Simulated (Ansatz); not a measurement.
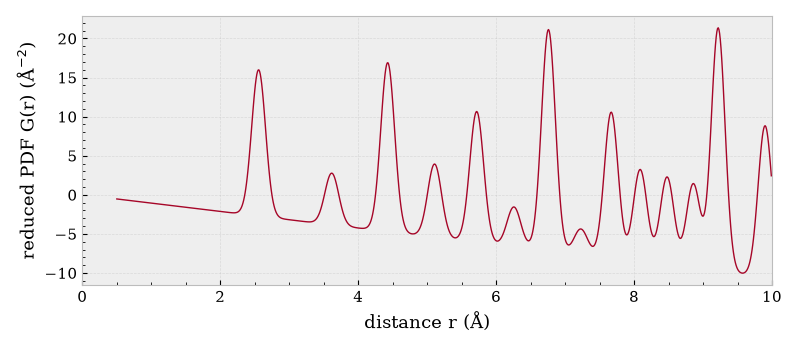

Computed neutron G(r), with each pair weighted by the product of the tabulated coherent neutron scattering lengths (natural isotope mix where the element has one) and a uniform peak width σ = 0.10 Å. There is no Q-range truncation.

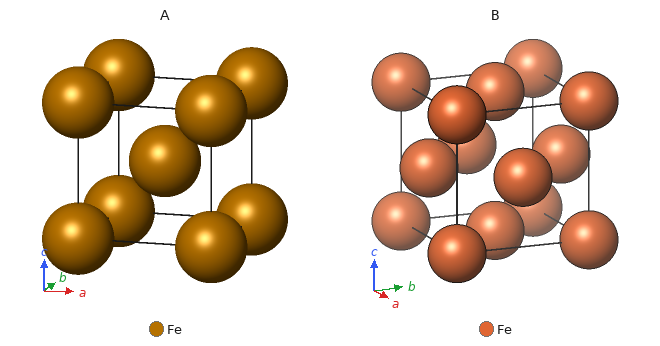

Candidate polymorphs:

A. Fe, a = 2.870 Å, b = 2.870 Å, c = 2.870 Å, α = 90.00°, β = 90.00°, γ = 90.00°, Im-3m

B. Fe, a = 3.616 Å, b = 3.616 Å, c = 3.616 Å, α = 90.00°, β = 90.00°, γ = 90.00°, Fm-3m

Origins: A, the input geometry of an electronic-structure calculation (not necessarily at equilibrium); B, the input geometry of an electronic-structure calculation (not necessarily at equilibrium); the starting structure was generated, so it need not be a known form of this composition.

Q: Which candidate gives this PDF?

A: Candidate B, Fe, Fm-3m (first clear peaks at 2.56 Å (Fe–Fe) and 3.62 Å (Fe–Fe)). A would give first clear peaks at 2.49 Å (Fe–Fe) and 2.87 Å (Fe–Fe).
